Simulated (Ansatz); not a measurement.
System: VN₂, space group I4/mcm (No. 140), 6 atoms in the cell.

```yaml
crystal:
  lattice:
    - [-2.15335, 2.15335, 2.48424]
    - [2.15335, -2.15335, 2.48424]
    - [2.15335, 2.15335, -2.48424]
  atoms:
    - { symbol: V, position: [0.25000, 0.25000, 0.00000] }
    - { symbol: V, position: [0.75000, 0.75000, 0.00000] }
    - { symbol: N, position: [0.11357, 0.61357, 0.72715] }
    - { symbol: N, position: [0.61357, 0.88643, 0.50000] }
    - { symbol: N, position: [0.88643, 0.38643, 0.27285] }
    - { symbol: N, position: [0.38643, 0.11357, 0.50000] }
```

Level of theory: DFT PBE, scalar-relativistic, plane waves, PAW, no spin polarisation, 12×12×12 k mesh, 420 eV cutoff, Gaussian smearing of 0.1 eV; code Ansatz 0.2.0.

Predict the main features of the band structure and density of states. The path is Γ–X–P–N–Γ–M–S|S0–Γ|X–R|G–M.

A metal: bands cross the Fermi level along this path. The last band that the electron count would fill rises to 0.15 eV above the Fermi level at N, leaving holes there, and the next band dips to 0.18 eV below it between Γ and M, holding electrons: an overlap of 0.33 eV. At N the nearest levels lie 3.12 eV below and 0.15 eV above the Fermi level. The density of states at the Fermi level isn't well fixed here: it changes fast, and within 0.3 eV it runs from 1.2 to 4.5 per eV and cell.

The run has no spin polarisation, so a magnetic state may lie lower.

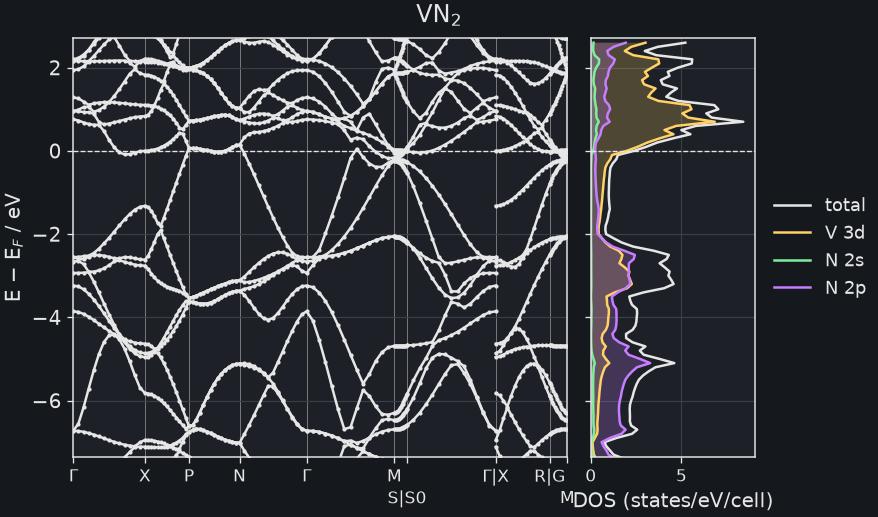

Band structure and density of states. Energies are counted from the Fermi level. The partial curves are projected on Löwdin-orthogonalised atomic shells.
